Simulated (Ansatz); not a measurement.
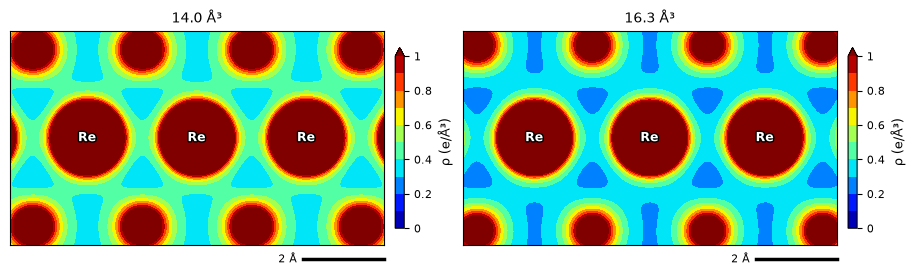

Re. The valence electron density of cells scaled evenly to different volumes (given per atom above each panel), on the (101̄) plane of each (indices in the axes of the cell below), at one length scale and on one colour scale.

A generated structure, not necessarily the stable one; computed without spin polarisation.

These are results of DFT, PBEsol, plane waves (420 eV) with PAW, scalar-relativistic in Ansatz 0.2.0, not measurements.

The density is the valence pseudo-density of a PAW calculation; it isn't the true density close to the nuclei.

The largest cell:

```
Re
1.0
    -1.92104    1.57829    1.40823
     1.57829   -1.92104    1.40823
     3.55620    3.55620   -2.03597
Re
2
Cartesian
  -1.7752 1.4325 1.4082
  0.5861 2.6274 0.3902
```

| volume (Å³/atom) | Re–Re contact in the plane (Å) | ρ at its midpoint (e/Å³) | pressure (GPa) | 
| --- | --- | --- | --- |
| 13.97 | 2.714 | 0.454 | 17.5 | 
| 15.14 | 2.788 | ? | ? | 
| 16.30 | 2.857 | 0.364 | −34.3 | 

Question: What values belong in the row with question marks?

Answer: Over the known rows ln ρ falls by 1.55 per Å of Re–Re distance (the line through the two), which gives 0.405 e/Å³ at 2.788 Å; the calculation gives 0.405 e/Å³. For the pressure, a straight line in volume between the neighbouring rows gives −8.5 GPa; the calculation gives −14.0, lower because pressure rises ever faster on compression.
